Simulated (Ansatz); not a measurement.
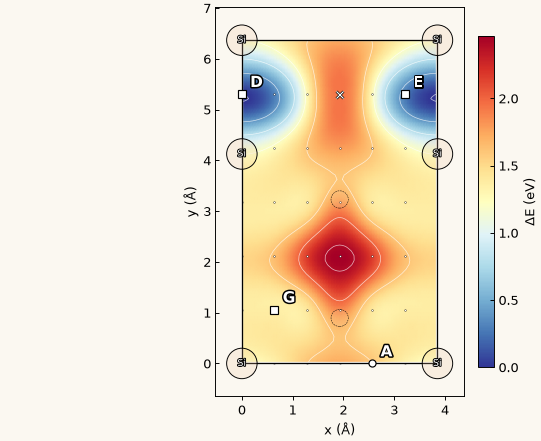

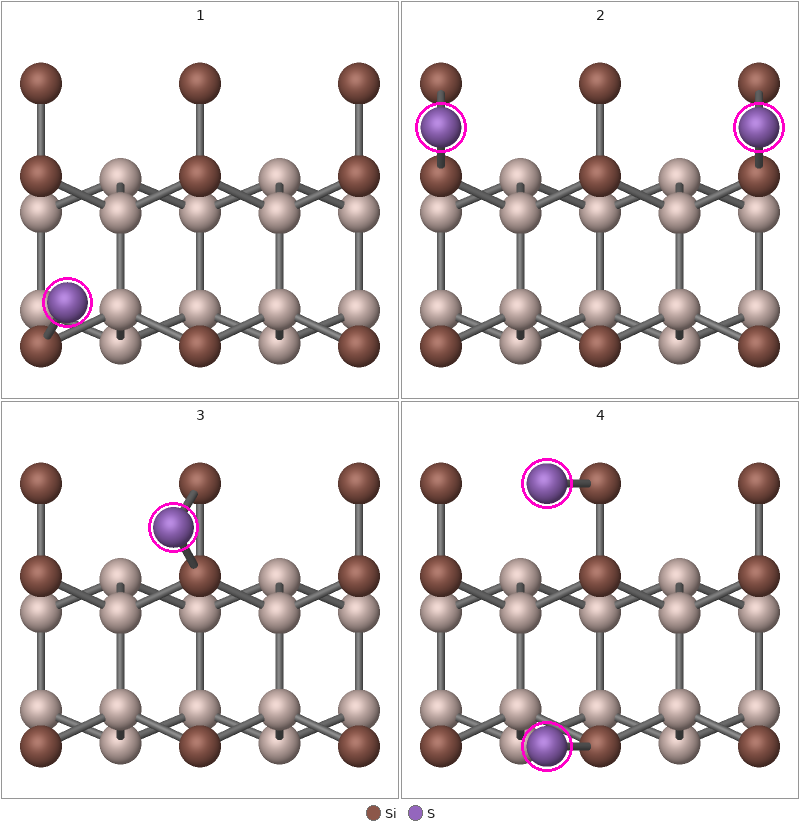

S on a Si(100) slab cut from the P6_3/mmc phase, its upper half relaxed before the scan (16 atoms of substrate and one adsorbate in a 2 × 1 cell). S is moved over the surface cell; relaxed at each place: the height of the adsorbate's atoms; substrate rigid; the origin of the map has the adsorbate above Si13. Places are given modulo a cell vector. The map is drawn in real space over the plane of the surface. Grid: 6 × 6 points; 23 points were computed and 12 follow by symmetry. At 1 point there is no value. Places are given in fractions of the 1 × 1 surface cell. All energies are given in eV relative to the lowest grid point. Method: DFT PBE, scalar-relativistic, plane waves, PAW in Ansatz. Settings: cutoff 420 eV, k-mesh 4×4×1, gaussian smearing 0.05 eV, spin-polarised.

Drawn: a smooth colour map with a few white contour lines, crosses at grid points without a value, dots at the grid points, labelled circles for the atoms of the top layer and small ones for the second layer, the outline of one cell of the plane, lettered points. Between grid points the surface is interpolated. The numbered pictures are the structures at these points, in random order. Rings mark the moved atoms.

> Which structure belongs to which point?

A is structure 4: (4/6, 0/6) of the cell vectors [nearest 1 Si at 2.17 Å], 1.60 eV; D is structure 2: (0/6, 5/6) of the cell vectors [nearest 2 Si at 2.18 Å], 0.00 eV; E is structure 3: (5/6, 5/6) of the cell vectors [nearest 2 Si at 2.21 Å], 0.30 eV; G is structure 1: (1/6, 1/6) of the cell vectors [nearest 1 Si at 2.10 Å], 1.36 eV.

PAW datasets: the set soft_1.
